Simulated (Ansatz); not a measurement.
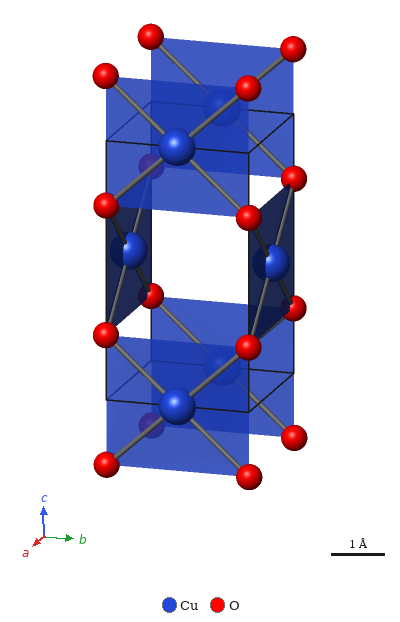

The structure as given in the input (polyhedral view of the cell of the calculation, seen slightly off an axis; polyhedra are completed across the faces of the cell). An atom can appear more than once, as a periodic image.

## Run report: CuO, geometry relaxation (part 1 of 3)

CuO (4 atoms in the cell), computed with DFT PBEsol, scalar-relativistic, plane waves, PAW, no spin polarisation (Ansatz 0.2.0).

The structure derives from a Materials Project entry. The run did not end well. It belongs to a series of runs on one base structure; here: relaxed ecut: 200 eV.

Log
```
Warning: basis.ecutwfc = 200 eV is below the records' recommended 420 eV, and the density's cutoff is lower with it unless basis.ecutrho_ratio is high enough to keep the records' density cutoff: compare with a run at a higher cutoff
Engine: ansatz 0.2.0, x86_64-unknown-linux-gnu
Pseudopotentials: kind: paw
Pseudopotential: Cu, paw, valence charge 19, recommended cutoff 420 eV (normal), Cu.paw.azcp
Pseudopotential: O, paw, valence charge 6, recommended cutoff 420 eV (normal), O.paw.azcp
Functional definition: PBEsol
  exchange = pbesol_x
  correlation = pbesol_c
Crystal: 4 atoms, lattice volume = 42.916 Å³
Basis set: ecut = 200 eV, 279 PW (Γ), exchange–correlation on 30×30×48 points (8 copies of the dense FFT grid, shifted against one another)
Bands: 30, of which v1, the nominal top of the filled ones, is band 25 counted from 1 (24 counted from 0)
Symmetry: 2 space group operations
Space group: P-1 (ITA 2), of the structure as read, at distance tolerance 3.5e-5 Å
k-points: 788 of 1568
Non-local potential: Cu, projectors of the file, l = 0: 3, l = 1: 2, l = 2: 3, l = 3: 1
Non-local potential: O, projectors of the file, l = 0: 2, l = 1: 2, l = 2: 1
PAW form: soft (Blöchl's): semilocal exchange-correlation on the pseudo side does not see the compensation charge
PAW frozen core: Cu, regenerated for the run's functional, and the local potential with it (the file was generated under x = pbe(κ = 0.804, μ = 0.2195149727645171), c = pbe(β = 0.06672455060314922))
PAW frozen core: O, regenerated for the run's functional, and the local potential with it (the file was generated under x = pbe(κ = 0.804, μ = 0.2195149727645171), c = pbe(β = 0.06672455060314922))
PAW one-centre angular grid: Cu, 590 points (default); XC on 64 Gauss nodes
PAW one-centre angular grid: O, 110 points (default); XC on 64 Gauss nodes
Initial density: superposition of atomic densities (neutral atoms: chi_scale 0, normalization atom), corrected by the library's trained network
Initial wavefunctions: pseudopotential atomic-orbital guess
Functional: x = pbesol(κ = 0.804, μ = 0.12345679012345678), c = pbesol(β = 0.046)
SCF iter   1: F=—  HF=-14260.626001 eV  |F-HF|=—  |Δ(HF+E_count)|=         —  Δρ=2.04e-1  dr2=7.47e0  ethr=1.77e-3  ⟨swp⟩=3.6  Hψ=75532  notcnv=0
preconditioner: auto → LDOS  [metal: Δε(μ)=0.001 eV  Ē_g=11.428 eV  σ=0.100 eV  W_gap=0.00  n_scr=16 (ndim 8)  ℏωp=33.1 eV  f_vac=0.084  D(μ)=1.62/eV (n_scr^D=16)  β→1.0]
SCF iter   2: F=—  HF=-14264.746802 eV  |F-HF|=—  |Δ(HF+E_count)|=    4.12e0  Δρ=3.56e-1  dr2=2.80e1  ethr=1.77e-3  ⟨swp⟩=3.0  Hψ=74739  notcnv=0  defer=457
SCF iter   3: F=—  HF=-14253.667379 eV  |F-HF|=—  |Δ(HF+E_count)|=    1.11e1  Δρ=6.80e-2  dr2=1.56e0  ethr=1.77e-3  ⟨swp⟩=3.0  Hψ=67481  notcnv=0  defer=421
SCF iter   4: F=—  HF=-14253.378317 eV  |F-HF|=—  |Δ(HF+E_count)|=   2.89e-1  Δρ=2.20e-2  dr2=8.73e-2  ethr=1.77e-3  ⟨swp⟩=2.0  Hψ=40356  notcnv=0  defer=459
SCF iter   5: F=—  HF=-14253.383527 eV  |F-HF|=—  |Δ(HF+E_count)|=   5.21e-3  Δρ=2.61e-3  dr2=2.26e-3  ethr=1.75e-4  ⟨swp⟩=2.0  Hψ=40151  notcnv=0  defer=428
SCF iter   6: F=—  HF=-14253.383413 eV  |F-HF|=—  |Δ(HF+E_count)|=   1.14e-4  Δρ=1.27e-3  dr2=5.29e-4  ethr=4.52e-6  ⟨swp⟩=1.1  Hψ=24878  notcnv=0  defer=428
SCF iter   7: F=—  HF=-14253.383307 eV  |F-HF|=—  |Δ(HF+E_count)|=   1.07e-4  Δρ=3.10e-4  dr2=2.71e-5  ethr=1.06e-6  ⟨swp⟩=2.4  Hψ=31321  notcnv=0  defer=428
SCF iter   8: F=—  HF=-14253.382705 eV  |F-HF|=—  |Δ(HF+E_count)|=   6.01e-4  Δρ=6.98e-5  dr2=1.50e-6  ethr=5.42e-8  ⟨swp⟩=2.1  Hψ=35663  notcnv=0  defer=428
SCF iter   9: F=—  HF=-14253.382705 eV  |F-HF|=—  |Δ(HF+E_count)|=   2.21e-7  Δρ=2.72e-5  dr2=2.18e-7  ethr=3.01e-9  ⟨swp⟩=2.0  Hψ=32554  notcnv=0  defer=428
SCF iter  10: F=-14253.382705 eV  HF=-14253.382705 eV  |F-HF|=6.47e-9  |Δ(HF+E_count)|=   4.20e-8  Δρ=5.55e-6  dr2=9.04e-9  ethr=2.00e-10  ⟨swp⟩=5.2  Hψ=71085  notcnv=0
SCF 1 converged in 10 iterations: F = -14253.382705 eV  dr2 = 9.04e-9
  greatest PAW one-centre occupation: 1.020 electrons in one spin orbital (limit 2), on the Cu atom at site 1 (counted from 0), in its partial waves of l = 1
relax step   1: F+E_penalty+E_count = -14253.38270506 eV  Δ(F+E_penalty+E_count) = +0.000e0 eV  max|allowed force component| = 2.072e-2 eV/Å  Δτ_max = 0.0000 Å  P = +20.763 GPa  Ω = 42.916 Å³  (10 SCF iters, dr2 threshold 1.00e-7 eV, accepted)
Crystal: 4 atoms, lattice volume = 45.427 Å³
Basis set: ecut = 200 eV, 297 PW (Γ), exchange–correlation on 30×30×48 points (8 copies of the dense FFT grid, shifted against one another)
Initial density: handed on by an earlier stage of this run
Initial wavefunctions: those handed on with the density
iter 1 solved again at ethr=4.42e-4 eV; its pass at ethr=3.10e-3 eV (dr2=2.21e-1 eV) is discarded
SCF iter   1: F=—  HF=-14242.150518 eV  |F-HF|=—  |Δ(HF+E_count)|=         —  Δρ=3.41e-2  dr2=2.21e-1  ethr=4.42e-4  ⟨swp⟩=1.0  Hψ=101737  notcnv=0
preconditioner: auto → LDOS  [metal: Δε(μ)=0.009 eV  Ē_g=12.082 eV  σ=0.100 eV  W_gap=0.05  n_scr=16 (ndim 8)  ℏωp=32.1 eV  f_vac=0.138  D(μ)=1.81/eV (n_scr^D=16)  β→1.0]
SCF iter   2: F=—  HF=-14242.163176 eV  |F-HF|=—  |Δ(HF+E_count)|=   1.27e-2  Δρ=5.17e-2  dr2=6.16e-1  ethr=4.41e-4  ⟨swp⟩=2.3  Hψ=47579  notcnv=0
SCF iter   3: F=—  HF=-14241.963710 eV  |F-HF|=—  |Δ(HF+E_count)|=   1.99e-1  Δρ=1.17e-2  dr2=4.79e-2  ethr=4.41e-4  ⟨swp⟩=2.0  Hψ=49913  notcnv=0  defer=438
SCF iter   4: F=—  HF=-14241.955003 eV  |F-HF|=—  |Δ(HF+E_count)|=   8.71e-3  Δρ=4.81e-3  dr2=7.52e-3  ethr=9.58e-5  ⟨swp⟩=1.0  Hψ=23202  notcnv=0  defer=438
SCF iter   5: F=—  HF=-14241.954655 eV  |F-HF|=—  |Δ(HF+E_count)|=   3.49e-4  Δρ=7.25e-4  dr2=2.02e-4  ethr=1.50e-5  ⟨swp⟩=2.8  Hψ=35927  notcnv=0  defer=438
SCF iter   6: F=—  HF=-14241.954089 eV  |F-HF|=—  |Δ(HF+E_count)|=   5.65e-4  Δρ=9.28e-5  dr2=2.77e-6  ethr=4.04e-7  ⟨swp⟩=2.2  Hψ=33065  notcnv=0  defer=438
SCF iter   7: F=-14241.954089 eV  HF=-14241.954089 eV  |F-HF|=2.22e-8  |Δ(HF+E_count)|=   3.62e-7  Δρ=1.17e-5  dr2=3.03e-8  ethr=8.00e-10  ⟨swp⟩=6.3  Hψ=84841  notcnv=0
SCF 2 converged in 7 iterations: F = -14241.954089 eV  dr2 = 3.03e-8
  greatest PAW one-centre occupation: 1.026 electrons in one spin orbital (limit 2), on the Cu atom at site 0 (counted from 0), in its partial waves of l = 1
relax step   2: F+E_penalty+E_count = -14241.95408899 eV  Δ(F+E_penalty+E_count) = +1.143e1 eV  max|allowed force component| = 1.489e-2 eV/Å  Δτ_max = 0.0011 Å  P = -126.441 GPa  Ω = 45.427 Å³  energy of the carried Pulay correction = -1.060e1 eV  (7 SCF iters, dr2 threshold 4.00e-7 eV, rejected (line search))
[... from here on the SCF iterations and repeated set-up lines of each step are left out, up to the last step ...]
SCF 3 converged in 12 iterations: F = -14252.001386 eV  dr2 = 5.00e-12
relax step   3: F+E_penalty+E_count = -14252.00138587 eV  Δ(F+E_penalty+E_count) = +1.381e0 eV  max|allowed force component| = 1.698e-2 eV/Å  Δτ_max = 0.0007 Å  P = +1.293 GPa  Ω = 43.238 Å³  energy of the carried Pulay correction = -1.393e0 eV  (12 SCF iters, accepted)
SCF 4 converged in 3 iterations: F = -14251.983219 eV  dr2 = 3.05e-7
relax step   4: F+E_penalty+E_count = -14251.98321872 eV  Δ(F+E_penalty+E_count) = +1.817e-2 eV  max|allowed force component| = 1.526e-2 eV/Å  Δτ_max = 0.0005 Å  P = +1.182 GPa  Ω = 43.246 Å³  energy of the carried Pulay correction = -1.425e0 eV  (3 SCF iters, dr2 threshold 4.00e-7 eV, accepted)
SCF 5 converged in 5 iterations: F = -14251.900480 eV  dr2 = 1.58e-8
relax step   5: F+E_penalty+E_count = -14251.90047955 eV  Δ(F+E_penalty+E_count) = +8.274e-2 eV  max|allowed force component| = 1.837e-3 eV/Å  Δτ_max = 0.0007 Å  P = +0.072 GPa  Ω = 43.265 Å³  energy of the carried Pulay correction = -1.508e0 eV  (5 SCF iters, dr2 threshold 4.00e-7 eV, rejected (line search))
SCF 6 converged in 7 iterations: F = -14251.894732 eV  dr2 = 2.77e-12
relax step   6: F+E_penalty+E_count = -14251.89473205 eV  Δ(F+E_penalty+E_count) = +8.849e-2 eV  max|allowed force component| = 4.258e-4 eV/Å  Δτ_max = 0.0007 Å  P = -0.009 GPa  Ω = 43.266 Å³  energy of the carried Pulay correction = -1.514e0 eV  (7 SCF iters, accepted)
SCF 7 converged in 6 iterations: F = -14251.895404 eV  dr2 = 4.38e-9
relax step   7: F+E_penalty+E_count = -14251.89540401 eV  Δ(F+E_penalty+E_count) = -6.720e-4 eV  max|allowed force component| = 3.195e-4 eV/Å  Δτ_max = 0.0000 Å  P = +0.000 GPa  Ω = 43.266 Å³  energy of the carried Pulay correction = -1.513e0 eV  (6 SCF iters, dr2 threshold 7.76e-9 eV, accepted)
SCF 8 converged in 10 iterations: F = -14253.418187 eV  dr2 = 1.50e-12
relax step   8: F+E_penalty+E_count = -14253.41818655 eV  Δ(F+E_penalty+E_count) = -1.523e0 eV  max|allowed force component| = 5.865e-3 eV/Å  Δτ_max = 0.0000 Å  P = +18.575 GPa  Ω = 43.266 Å³  stress off target by 3.01e1 GPa  SCF on the basis re-selected at this cell (its energy is not comparable with the rows above)  (10 SCF iters)
SCF 9 converged in 6 iterations: F = -14252.091452 eV  dr2 = 9.81e-9
relax step   9: F+E_penalty+E_count = -14252.09145176 eV  Δ(F+E_penalty+E_count) = +1.327e0 eV  max|allowed force component| = 5.362e-3 eV/Å  Δτ_max = 0.0011 Å  P = +8.082 GPa  Ω = 43.580 Å³  energy of the carried Pulay correction = -1.363e0 eV  (6 SCF iters, dr2 threshold 4.00e-7 eV, accepted)
SCF 10 converged in 6 iterations: F = -14251.200559 eV  dr2 = 6.06e-9
relax step  10: F+E_penalty+E_count = -14251.20055943 eV  Δ(F+E_penalty+E_count) = +8.909e-1 eV  max|allowed force component| = 1.027e-2 eV/Å  Δτ_max = 0.0005 Å  P = +1.209 GPa  Ω = 43.787 Å³  energy of the carried Pulay correction = -2.260e0 eV  (6 SCF iters, dr2 threshold 4.00e-7 eV, accepted)
SCF 11 converged in 5 iterations: F = -14251.024327 eV  dr2 = 4.87e-8
relax step  11: F+E_penalty+E_count = -14251.02432746 eV  Δ(F+E_penalty+E_count) = +1.762e-1 eV  max|allowed force component| = 3.814e-3 eV/Å  Δτ_max = 0.0009 Å  P = -0.134 GPa  Ω = 43.828 Å³  energy of the carried Pulay correction = -2.437e0 eV  (5 SCF iters, dr2 threshold 4.00e-7 eV, accepted)
SCF 12 converged in 3 iterations: F = -14251.040989 eV  dr2 = 1.34e-7
relax step  12: F+E_penalty+E_count = -14251.04098948 eV  Δ(F+E_penalty+E_count) = -1.666e-2 eV  max|allowed force component| = 4.469e-3 eV/Å  Δτ_max = 0.0006 Å  P = -0.013 GPa  Ω = 43.824 Å³  energy of the carried Pulay correction = -2.420e0 eV  (3 SCF iters, dr2 threshold 4.00e-7 eV, accepted)
SCF 13 converged in 5 iterations: F = -14251.042605 eV  dr2 = 9.03e-9
relax step  13: F+E_penalty+E_count = -14251.04260548 eV  Δ(F+E_penalty+E_count) = -1.616e-3 eV  max|allowed force component| = 2.765e-4 eV/Å  Δτ_max = 0.0004 Å  P = +0.008 GPa  Ω = 43.824 Å³  energy of the carried Pulay correction = -2.418e0 eV  (5 SCF iters, dr2 threshold 1.08e-8 eV, accepted)
SCF 14 converged in 12 iterations: F = -14253.540479 eV  dr2 = 1.95e-12
relax step  14: F+E_penalty+E_count = -14253.54047875 eV  Δ(F+E_penalty+E_count) = -2.498e0 eV  max|allowed force component| = 6.539e-3 eV/Å  Δτ_max = 0.0000 Å  P = +13.945 GPa  Ω = 43.824 Å³  stress off target by 2.34e1 GPa  SCF on the basis re-selected at this cell (its energy is not comparable with the rows above)  (12 SCF iters)
SCF 15 converged in 7 iterations: F = -14251.818023 eV  dr2 = 1.10e-7
relax step  15: F+E_penalty+E_count = -14251.81802267 eV  Δ(F+E_penalty+E_count) = +1.722e0 eV  max|allowed force component| = 7.776e-3 eV/Å  Δτ_max = 0.0001 Å  P = +0.724 GPa  Ω = 44.235 Å³  energy of the carried Pulay correction = -1.749e0 eV  (7 SCF iters, dr2 threshold 4.00e-7 eV, accepted)
SCF 16 converged in 5 iterations: F = -14251.718806 eV  dr2 = 2.90e-8
relax step  16: F+E_penalty+E_count = -14251.71880590 eV  Δ(F+E_penalty+E_count) = +9.922e-2 eV  max|allowed force component| = 2.282e-3 eV/Å  Δτ_max = 0.0004 Å  P = -0.029 GPa  Ω = 44.258 Å³  energy of the carried Pulay correction = -1.848e0 eV  (5 SCF iters, dr2 threshold 4.00e-7 eV, accepted)
SCF 17 converged in 5 iterations: F = -14251.722804 eV  dr2 = 2.59e-8
relax step  17: F+E_penalty+E_count = -14251.72280360 eV  Δ(F+E_penalty+E_count) = -3.998e-3 eV  max|allowed force component| = 5.923e-4 eV/Å  Δτ_max = 0.0002 Å  P = +0.000 GPa  Ω = 44.257 Å³  energy of the carried Pulay correction = -1.844e0 eV  (5 SCF iters, dr2 threshold 4.83e-8 eV, accepted)
SCF 18 converged in 11 iterations: F = -14253.573189 eV  dr2 = 5.53e-13
relax step  18: F+E_penalty+E_count = -14253.57318913 eV  Δ(F+E_penalty+E_count) = -1.850e0 eV  max|allowed force component| = 6.286e-3 eV/Å  Δτ_max = 0.0000 Å  P = +10.650 GPa  Ω = 44.257 Å³  stress off target by 1.92e1 GPa  SCF on the basis re-selected at this cell (its energy is not comparable with the rows above)  (11 SCF iters)
SCF 19 converged in 7 iterations: F = -14252.166882 eV  dr2 = 6.17e-8
relax step  19: F+E_penalty+E_count = -14252.16688163 eV  Δ(F+E_penalty+E_count) = +1.406e0 eV  max|allowed force component| = 3.296e-2 eV/Å  Δτ_max = 0.0037 Å  P = -0.029 GPa  Ω = 44.587 Å³  energy of the carried Pulay correction = -1.386e0 eV  (7 SCF iters, dr2 threshold 4.00e-7 eV, rejected (line search))
SCF 20 converged in 10 iterations: F = -14252.567144 eV  dr2 = 1.28e-11
relax step  20: F+E_penalty+E_count = -14252.56714396 eV  Δ(F+E_penalty+E_count) = +1.006e0 eV  max|allowed force component| = 1.577e-2 eV/Å  Δτ_max = 0.0016 Å  P = +3.060 GPa  Ω = 44.501 Å³  energy of the carried Pulay correction = -1.022e0 eV  (10 SCF iters, accepted)
SCF 21 converged in 6 iterations: F = -14252.129213 eV  dr2 = 1.66e-7
relax step  21: F+E_penalty+E_count = -14252.12921269 eV  Δ(F+E_penalty+E_count) = +4.379e-1 eV  max|allowed force component| = 2.244e-2 eV/Å  Δτ_max = 0.0023 Å  P = -0.219 GPa  Ω = 44.605 Å³  energy of the carried Pulay correction = -1.461e0 eV  (6 SCF iters, dr2 threshold 4.00e-7 eV, accepted)
SCF 22 converged in 4 iterations: F = -14252.156368 eV  dr2 = 2.96e-7
relax step  22: F+E_penalty+E_count = -14252.15636806 eV  Δ(F+E_penalty+E_count) = -2.716e-2 eV  max|allowed force component| = 5.257e-3 eV/Å  Δτ_max = 0.0015 Å  P = -0.009 GPa  Ω = 44.599 Å³  energy of the carried Pulay correction = -1.434e0 eV  (4 SCF iters, dr2 threshold 4.00e-7 eV, accepted)
SCF 23 converged in 11 iterations: F = -14253.525542 eV  dr2 = 8.22e-12
relax step  23: F+E_penalty+E_count = -14253.52554162 eV  Δ(F+E_penalty+E_count) = -1.369e0 eV  max|allowed force component| = 1.069e-2 eV/Å  Δτ_max = 0.0000 Å  P = +8.537 GPa  Ω = 44.599 Å³  stress off target by 1.74e1 GPa  SCF on the basis re-selected at this cell (its energy is not comparable with the rows above)  (11 SCF iters)
SCF 24 converged in 7 iterations: F = -14252.540906 eV  dr2 = 4.40e-8
relax step  24: F+E_penalty+E_count = -14252.54090607 eV  Δ(F+E_penalty+E_count) = +9.846e-1 eV  max|allowed force component| = 9.007e-3 eV/Å  Δτ_max = 0.0002 Å  P = +1.186 GPa  Ω = 44.838 Å³  energy of the carried Pulay correction = -9.982e-1 eV  (7 SCF iters, dr2 threshold 4.00e-7 eV, accepted)
SCF 25 converged in 5 iterations: F = -14252.383776 eV  dr2 = 7.03e-8
relax step  25: F+E_penalty+E_count = -14252.38377588 eV  Δ(F+E_penalty+E_count) = +1.571e-1 eV  max|allowed force component| = 4.102e-3 eV/Å  Δτ_max = 0.0004 Å  P = +0.056 GPa  Ω = 44.876 Å³  energy of the carried Pulay correction = -1.156e0 eV  (5 SCF iters, dr2 threshold 4.00e-7 eV, accepted)
SCF 26 converged in 5 iterations: F = -14252.375486 eV  dr2 = 4.23e-8
relax step  26: F+E_penalty+E_count = -14252.37548590 eV  Δ(F+E_penalty+E_count) = +8.290e-3 eV  max|allowed force component| = 1.430e-3 eV/Å  Δτ_max = 0.0002 Å  P = -0.004 GPa  Ω = 44.878 Å³  energy of the carried Pulay correction = -1.164e0 eV  (5 SCF iters, dr2 threshold 1.06e-7 eV, accepted)
SCF 27 converged in 6 iterations: F = -14252.376215 eV  dr2 = 3.65e-9
relax step  27: F+E_penalty+E_count = -14252.37621487 eV  Δ(F+E_penalty+E_count) = -7.290e-4 eV  max|allowed force component| = 4.441e-4 eV/Å  Δτ_max = 0.0001 Å  P = +0.000 GPa  Ω = 44.878 Å³  energy of the carried Pulay correction = -1.163e0 eV  (6 SCF iters, dr2 threshold 6.48e-9 eV, accepted)
SCF 28 converged in 11 iterations: F = -14253.584119 eV  dr2 = 3.39e-11
relax step  28: F+E_penalty+E_count = -14253.58411916 eV  Δ(F+E_penalty+E_count) = -1.208e0 eV  max|allowed force component| = 8.794e-3 eV/Å  Δτ_max = 0.0000 Å  P = +5.890 GPa  Ω = 44.878 Å³  stress off target by 1.26e1 GPa  SCF on the basis re-selected at this cell (its energy is not comparable with the rows above)  (11 SCF iters)
SCF 29 converged in 6 iterations: F = -14252.848521 eV  dr2 = 2.42e-7
relax step  29: F+E_penalty+E_count = -14252.84852096 eV  Δ(F+E_penalty+E_count) = +7.356e-1 eV  max|allowed force component| = 1.007e-2 eV/Å  Δτ_max = 0.0002 Å  P = +0.446 GPa  Ω = 45.058 Å³  energy of the carried Pulay correction = -7.429e-1 eV  (6 SCF iters, dr2 threshold 4.00e-7 eV, accepted)
SCF 30 converged in 5 iterations: F = -14252.778166 eV  dr2 = 2.17e-8
relax step  30: F+E_penalty+E_count = -14252.77816590 eV  Δ(F+E_penalty+E_count) = +7.036e-2 eV  max|allowed force component| = 9.080e-3 eV/Å  Δτ_max = 0.0006 Å  P = -0.077 GPa  Ω = 45.075 Å³  energy of the carried Pulay correction = -8.134e-1 eV  (5 SCF iters, dr2 threshold 4.00e-7 eV, accepted)
SCF 31 converged in 5 iterations: F = -14252.788237 eV  dr2 = 6.95e-8
```
